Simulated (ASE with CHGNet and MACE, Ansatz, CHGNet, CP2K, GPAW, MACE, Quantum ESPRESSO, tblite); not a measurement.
**Machine-learned potentials on random start for glassy BaB8O13 (110 atoms): settings against a plane-wave reference**

How do the settings of machine-learned potentials change the result for random start for glassy BaB8O13 (110 atoms)? A plane-wave run serves as the yardstick.

Program: ASE with CHGNet and MACE. Level of theory: the method is named at each step. Results are calculated unless marked as measured.

## Step 1: Starting point

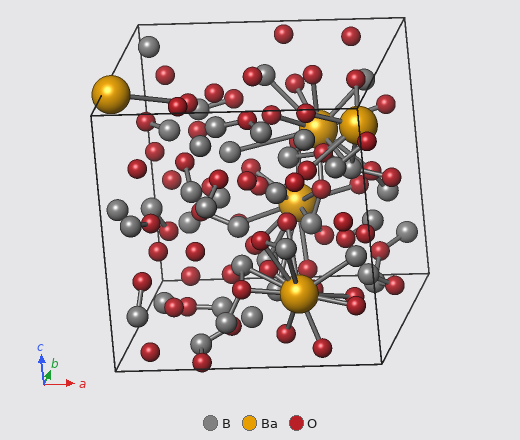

The starting structure, seen slightly off an axis (boron grey, barium orange, oxygen red). Bonds to atoms that aren't drawn are left out. Some periodic images of atoms are drawn too.

The cell holds 110 atoms: 40 B, 5 Ba and 65 O. Its edges and angles: a = 10.820 Å, b = 10.820 Å, c = 10.820 Å, α = 90.0°, β = 90.0°, γ = 90.0°. 110 atoms (40 B, 5 Ba, 65 O) packed at random in a cube at 2.83 g/cm³ and pushed apart as soft spheres, cations and anions kept from their own kind; a start for melting by ab initio MD, not an equilibrated structure. The density is a measured one. Then every atom was moved at random, 0.02 Å r.m.s. a Cartesian component.

The yardstick, on the same geometry:

- method: Kohn-Sham DFT, PBE, PAW, plane waves (Ansatz 0.2.0); cutoff 420 eV, Γ point, fermi-dirac smearing of 0.05 eV; PAW set soft_2
- r.m.s. force component: 2.502 eV/Å
- longest force: 8.794 eV/Å
- pressure: -20.29 GPa
- SCF cycles: 15
- time: 26 s on 4 threads of Arm Neoverse V2, shared host
- CPU time: 98 s

## Step 2: CHGNet r2SCAN potential

Method: machine-learned interatomic potential CHGNet r2SCAN, trained on r2SCAN plane-wave data.

run.py reads:

```python
import numpy as np
from ase.io import read
import mlip  # loads the published weights by name

atoms = read("structure.xyz")
atoms.calc = mlip.calc("chgnet-r2scan")
energy = atoms.get_potential_energy()
forces = atoms.get_forces()
print(f"energy {energy:.6f} eV")
print("forces (eV/A)")
for i, (a, f) in enumerate(zip(atoms, forces)):
    print(f"{i:4d} {a.symbol:2s} {f[0]:10.5f} {f[1]:10.5f} {f[2]:10.5f}")
stress = -atoms.get_stress(voigt=False) * 160.21766
print("stress (GPa, compression positive)")
for row in stress:
    print(" ".join(f"{x:10.4f}" for x in row))
```

structure.xyz reads:

```xyz
110
Lattice="10.82020 0.00000 0.00000 0.00000 10.82020 0.00000 0.00000 0.00000 10.82020" Properties=species:S:1:pos:R:3 pbc="T T T"
B 3.09111 2.34593 0.23469
B 4.24541 0.29279 6.71307
B 4.13018 6.52826 6.85146
B 3.33987 7.37905 4.64554
B 8.50901 0.18405 9.49375
B 4.76814 4.66848 0.51612
B 0.94406 0.78890 2.01797
B 4.59209 9.57425 1.18503
B 5.42774 8.42850 9.39269
B 9.42537 1.34928 7.88836
B 0.07845 3.03247 5.75115
B 7.10022 6.71253 3.68287
B 9.80808 1.88131 3.93487
B 0.72679 6.56992 4.54719
B 4.48908 0.93119 1.60431
B 6.61385 5.90610 6.77236
B 10.22671 10.14210 2.01429
B 9.42851 8.49786 9.06430
B 5.44613 6.82949 0.85988
B 4.96809 2.74173 3.36530
B 1.19098 5.04654 1.08213
B 6.32819 2.37947 9.09395
B 1.54231 9.70788 2.80903
B 9.81490 9.16622 4.12780
B 6.80526 1.91117 6.67855
B 0.86691 8.33588 10.74944
B 1.02511 0.76098 5.83988
B 4.09555 1.03344 9.05369
B 9.05543 6.11504 6.18007
B 6.83653 4.06234 1.74465
B 7.36477 0.08245 4.95598
B 9.28687 7.46908 0.87654
B 2.47285 9.12013 7.78795
B 3.26435 6.32419 0.37135
B 4.19207 3.90404 8.83177
B 4.39592 5.46431 4.06060
B 9.48261 5.50456 1.89537
B 2.91961 4.06785 6.06905
B 9.54677 6.99255 3.64111
B 1.71987 6.67022 7.78849
Ba 7.43423 8.25592 7.10703
Ba 0.24529 3.10864 10.60315
Ba 6.15301 9.05056 3.76229
Ba 7.39755 1.69369 2.47144
Ba 9.80862 4.71295 8.46205
O 7.92298 2.97209 7.22638
O 9.18267 3.80189 1.55259
O 1.16620 7.36650 3.29215
O 9.41714 8.32712 5.26403
O 5.94830 6.53454 8.36142
O 3.38737 10.47579 2.45164
O 6.44451 8.32788 1.18882
O 6.19424 0.98302 5.00932
O 1.13374 5.07435 3.24000
O 2.90695 5.64111 4.68774
O 1.07315 1.72972 3.15755
[... 50 atom lines left out ...]
O 8.33978 10.76859 3.85459
O 5.67379 4.42633 2.58213
O 3.51678 7.45241 9.03140
O 0.60961 7.61839 7.84562
```

On the command line:

```console
> OMP_NUM_THREADS=1 python run.py > output.txt
```

The log of the run:

```text
CHGNet vr2scan initialized with 412,525 parameters
CHGNet will run on cpu
energy -827.512146 eV
forces (eV/A)
   0 B     2.65708   -1.50933    0.87095
   1 B    -0.39267   -0.49948    0.73178
   2 B     0.86485   -0.52502   -0.22579
   3 B     0.18086    2.53735    1.09455
   4 B     0.26765   -2.69205    5.17070
   5 B     1.08278    1.91638   -2.72211
   6 B    -0.54720    3.21959   -0.99980
   7 B     0.54016   -0.13068    0.21716
   8 B     2.54003    1.57620    0.52375
   9 B     0.76519   -1.08092    2.36124
  10 B     3.95047   -2.53451    0.02353
  11 B     4.27730   -2.96587    3.12553
  12 B     1.41289    1.90123    0.61739
  13 B    -2.53335    0.09120   -4.75847
  14 B    -1.18201   -3.44888    3.12917
  15 B     0.56064   -2.83921    5.16848
  16 B    -0.91901   -4.80805   -1.15750
  17 B    -1.80795    0.55384    1.79456
  18 B     4.20168   -0.14385    0.94325
  19 B    -3.77638   -0.41234    0.86506
  20 B     6.75973   -0.05715    2.83879
  21 B     0.72853    6.08892    1.58912
  22 B    -0.17569    2.91188    1.12895
  23 B    -1.35382   -2.46705    4.39586
[...]
102 O    -1.01892   -0.92267    1.47592
 103 O    -1.15398   -1.67639    1.99980
 104 O    -3.00892   -1.76470   -3.56245
 105 O     0.17417   -3.27081    2.14113
 106 O    -2.21504   -2.25417    5.56382
 107 O     2.65190   -4.98025   -2.76876
 108 O     1.25364    1.66083   -0.56363
 109 O     5.63233   -5.29669    0.20726
stress (GPa, compression positive)
  -24.2727    -2.9842     6.1130
   -2.9842   -24.0329    -2.5051
    6.1130    -2.5051   -19.1874
```

It took 5.4 s on 1 thread of Arm Neoverse V2, shared host; peak memory 1.8 GiB.

Banners, paths, timers and routine set-up lines are dropped from the logs unmarked, and long logs keep their key lines alone; longer cuts are marked.

Compared with the plane-wave run:

| Property | Result |
| --- | --- |
| r.m.s. force component | 2.824 eV/Å |
| r.m.s. difference of force components | 705.9 meV/Å |
| longest difference of force vectors | 2651 meV/Å |
| force difference over r.m.s. force | 28.22 % |
| slope of forces against the reference's | 1.097 |
| correlation of force components | 0.9721 |
| pressure | -22.5 GPa |
| pressure difference | -2.212 GPa |

Length of the force difference by element (eV/Å):

```csv
element,atoms,mean,most
B,40,1.2,2.5
Ba,5,0.59,0.86
O,65,1.0,2.7
```

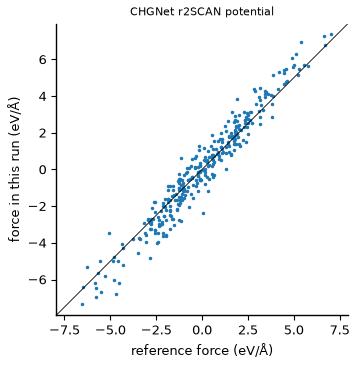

Force components against those of the reference; the line marks equality.

Local excerpt of 11 atoms (numbers count through the whole input) about O51, picked at random; x, y, z are measured from there.

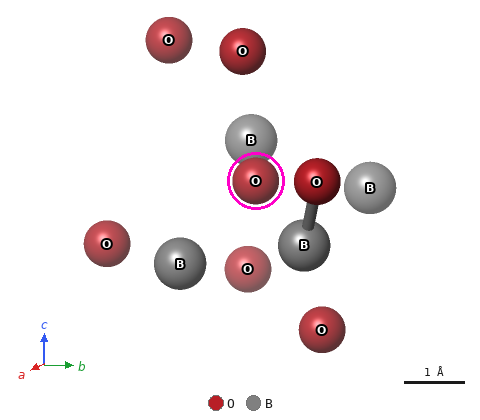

The atoms of the table, within 2.9 Å (arrows a, b, c point along x, y, z); some may hide others; the central atom is ringed.

```csv
atom,x,y,z,distance (Å),Fx,Fy,Fz (eV/Å)
O51,0.00,0.00,0.00,0.00,2.04,-0.97,-3.25
B15,1.10,1.28,-0.85,1.89,-1.18,-3.45,3.13
B8,1.20,-0.90,-1.27,1.97,0.54,-0.13,0.22
B23,-1.85,-0.77,0.36,2.03,-0.18,2.91,1.13
O96,0.69,0.02,2.31,2.41,0.41,1.22,4.00
O57,1.75,1.75,0.37,2.50,-4.30,2.83,-2.00
O63,-0.02,1.18,-2.46,2.73,2.71,4.43,-1.57
B7,-2.44,1.13,-0.43,2.73,-0.55,3.22,-1.00
O61,-1.98,-0.88,-1.86,2.85,-3.09,-7.31,-0.74
O74,-0.62,-1.78,2.19,2.89,2.71,-5.82,-0.13
O78,0.05,-2.63,-1.21,2.90,2.74,-0.47,-2.68
```

Atoms are counted from 1 here, from 0 in the log.

Forces lie 28 % from the reference's, at 0.047 times its CPU time (on 1 against 4 cores).

## Step 3: MACE MPA-0 medium potential

Method: machine-learned interatomic potential MACE MPA-0 medium, trained on PBE(+U) plane-wave data.

Edit run.py of step 2 so:

```diff
@@ -5,3 +5,3 @@
 atoms = read("structure.xyz")
-atoms.calc = mlip.calc("chgnet-r2scan")
+atoms.calc = mlip.calc("mace-mpa-0-medium")
 energy = atoms.get_potential_energy()
```

structure.xyz is that of step 2.

The log of the run:

```text
energy -574.481378 eV
forces (eV/A)
   0 B     1.50308   -1.82370    1.50862
   1 B    -0.93421   -1.87471   -0.38917
   2 B     0.97505    0.34711    0.70700
   3 B     0.60609    1.91479    0.31129
   4 B     0.79294   -1.48216    4.79515
   5 B     0.25009    1.08214   -1.70366
   6 B    -0.72344    3.02518   -1.04564
   7 B    -0.09332   -0.82656   -0.25367
   8 B     2.03498    1.41048    0.25076
   9 B     0.91724   -1.26145    1.37109
  10 B     3.03424   -1.81520    0.19708
  11 B     2.53645   -2.31231    1.36753
  12 B     1.62544    1.56864    0.68566
  13 B    -1.21756   -0.60375   -4.37379
  14 B    -1.69204   -2.44430    2.22242
  15 B    -1.59421   -3.67235    4.25454
  16 B    -0.41846   -2.45981   -0.13157
  17 B    -0.92962    0.68985    1.83269
  18 B     3.70006    0.08217    1.66969
  19 B    -3.84139    0.14151    1.35105
  20 B     6.30633   -0.04392    3.29204
  21 B     1.20126    4.94774    2.20535
  22 B     0.03878    2.39498    0.89762
  23 B    -0.23184   -0.87197    2.59480
[...]
102 O    -1.07557   -1.46664    1.79464
 103 O    -0.81645   -1.14304    1.69496
 104 O    -1.21005   -2.42143   -0.93255
 105 O     0.37405   -2.96019    2.51246
 106 O    -1.69259   -2.13144    4.63085
 107 O     1.04334   -4.22442   -1.27862
 108 O     0.11519    0.74538   -0.84275
 109 O     5.26742   -5.35339   -0.20482
stress (GPa, compression positive)
  -19.9699    -2.1662     5.5615
   -2.1662   -18.6775    -1.4241
    5.5615    -1.4241   -15.4178
```

It took 10 s on 1 thread; peak memory 1.3 GiB.

Compared with the plane-wave run:

```yaml
r_m_s_force_component: 2.453 eV/Å
r_m_s_difference_of_force_components: 386.9 meV/Å
longest_difference_of_force_vectors: 1454 meV/Å
force_difference_over_r_m_s_force: 15.46 %
slope_of_forces_against_the_reference_s: 0.9686
correlation_of_force_components: 0.988
pressure: -18.02 GPa
pressure_difference: 2.264 GPa
```

Against the first run (28 %), the force difference from the reference is 15 %, at 1.9 times the CPU time.

## Step 4: CHGNet 0.3.0 potential

Method: machine-learned interatomic potential CHGNet 0.3.0, trained on PBE(+U) plane-wave data.

Edit run.py of step 3 so:

```diff
@@ -5,3 +5,3 @@
 atoms = read("structure.xyz")
-atoms.calc = mlip.calc("mace-mpa-0-medium")
+atoms.calc = mlip.calc("chgnet-0.3.0")
 energy = atoms.get_potential_energy()
```

structure.xyz is that of step 3.

The log of the run:

```text
CHGNet v0.3.0 initialized with 412,525 parameters
CHGNet will run on cpu
energy -631.384766 eV
forces (eV/A)
   0 B     2.33103   -1.50852    0.83267
   1 B    -0.21842   -0.32641    0.37094
   2 B     0.75760   -0.44503   -0.16067
   3 B     0.18983    1.95531    0.67655
   4 B     0.24404   -2.28187    4.91344
   5 B     0.57189    1.33717   -2.28448
   6 B    -0.27315    3.38753   -0.71682
   7 B     0.62875   -0.55210   -0.19329
   8 B     2.27278    1.26737    0.55649
   9 B     0.50309   -1.11868    1.83357
  10 B     2.93138   -1.82734   -0.12389
  11 B     3.67948   -2.91770    2.57007
  12 B     1.44002    1.98902    0.40133
  13 B    -1.81356   -0.08991   -4.32978
  14 B    -1.32819   -2.73851    2.36309
  15 B    -0.07296   -3.10544    4.35550
  16 B    -0.69053   -3.43738   -1.07902
  17 B    -1.12550    0.32292    1.41616
  18 B     3.98868    0.36506    1.28326
  19 B    -3.59331   -0.09335    1.14290
  20 B     5.71382   -0.21202    3.35805
  21 B     1.09390    5.28896    1.53524
  22 B     0.53012    2.65624    0.61997
  23 B    -0.93632   -1.69533    4.20940
[...]
102 O    -0.93231   -0.92869    1.39826
 103 O    -0.81788   -1.55804    1.79541
 104 O    -2.07793   -1.81247   -3.29500
 105 O    -0.02593   -3.01553    1.74462
 106 O    -1.59407   -2.37263    4.83178
 107 O     1.84810   -3.85158   -1.91724
 108 O     0.84312    1.12962   -0.53127
 109 O     4.43063   -4.36327    0.11026
stress (GPa, compression positive)
  -19.2501    -2.4545     5.6245
   -2.4545   -18.9120    -2.0860
    5.6245    -2.0860   -15.6631
```

Wall time 4.2 s (1 thread); peak memory 1.8 GiB.

Compared with the plane-wave run:

```yaml
r_m_s_force_component: 2.485 eV/Å
r_m_s_difference_of_force_components: 536.2 meV/Å
longest_difference_of_force_vectors: 2364 meV/Å
force_difference_over_r_m_s_force: 21.43 %
slope_of_forces_against_the_reference_s: 0.9701
correlation_of_force_components: 0.9769
pressure: -17.94 GPa
pressure_difference: 2.344 GPa
```

Against the first run (28 %), the force difference from the reference is 21 %, at 0.91 times the CPU time.

## Step 5: The ladder

Differences are against the plane-wave reference, forces as r.m.s. over components; share is that over the reference's r.m.s. force, slope the least-squares factor from reference forces to these. Total energies of different programs have different zeros and aren't compared.

```csv
run,"Δ force, r.m.s. (meV/Å)",share (%),slope,Δ pressure (GPa),cores,CPU time,memory (GiB)
reference,-,-,-,-,4,98 s,1.7
CHGNet r2SCAN potential,706,28.2,1.097,-2.21,1,4.6 s,1.8
MACE MPA-0 medium potential,387,15.5,0.969,2.26,1,8.8 s,1.3
CHGNet 0.3.0 potential,536,21.4,0.970,2.34,1,4.2 s,1.8
```

Times of the machine-learned potentials are mostly Python's start and the loading of weights.

CPU time is summed over cores on a shared host, where runs went side by side, so it is rough. Symmetry, cutoffs, thresholds, outputs and thread counts weren't matched or tuned between programs; memory under MPI is the largest rank's times the ranks.

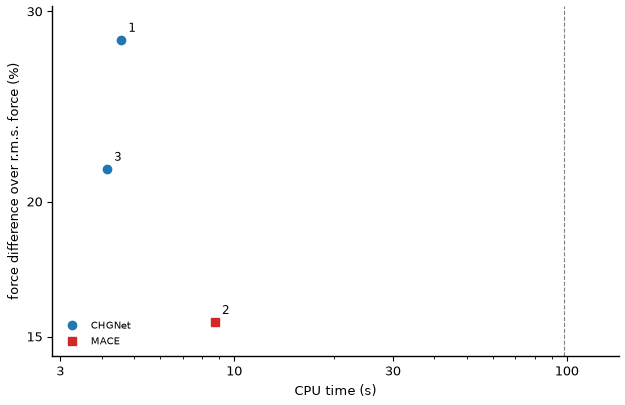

Force difference against CPU time; the dashed line marks the reference's time. Points: 1 CHGNet r2SCAN potential; 2 MACE MPA-0 medium potential; 3 CHGNet 0.3.0 potential.

A second geometry, displaced anew (every atom was moved at random, 0.06 Å r.m.s. a Cartesian component), gives an energy difference that all programs can be tested on. The reference puts it at -11.60 meV/atom.

```csv
run,energy less the first geometry's (meV/atom),error (meV/atom),force share at the second geometry (%)
CHGNet r2SCAN potential,-20.02,-8.42,29.5
MACE MPA-0 medium potential,-8.292,3.31,16.2
CHGNet 0.3.0 potential,-16.19,-4.59,22.6
```

## Step 6: What came out

| Item | Value |
| --- | --- |
| nearest in forces | MACE MPA-0 medium potential, 15 % |
| its CPU time | 8.8 s |

**Reading.** Machine-learned potentials differ by 15 % (MACE MPA-0 medium potential) to 28 % (CHGNet r2SCAN potential); they were trained on other programs' data, some at another functional. The energy difference between the two geometries, -11.6 meV/atom in the reference, is met best by MACE MPA-0 medium potential (+3.31) and worst by CHGNet r2SCAN potential (-8.42). Machine-learned potentials mimic data converged in k, so the reference's own k-point error enters their differences. The reference's stress is far from hydrostatic: its diagonal is -22.1, -21.9, -16.9 GPa, compression counted positive. The reference's pressure of -20 GPa belongs to a cell and atoms that aren't relaxed at this level. The electronic-structure runs sample only Γ, in a cell whose shortest periodic width is 11 Å, which is coarse for a cell with partly filled levels. Spin–orbit coupling is left out, which matters for the levels of the heavy elements.

[Also dropped from logs without a mark: logging warnings of Python, and SIESTA's first energy breakdown and zero terms.]

[Logs are printed without paths, hosts, clocks, repeated set-up lines and the standing remarks that a program may print on its own settings, such as how far it seeks lower states.]

[Hosts, paths, dates, database ids (printed as entryN), source tags and the programs' standing remarks are cut or masked in the printed files.]
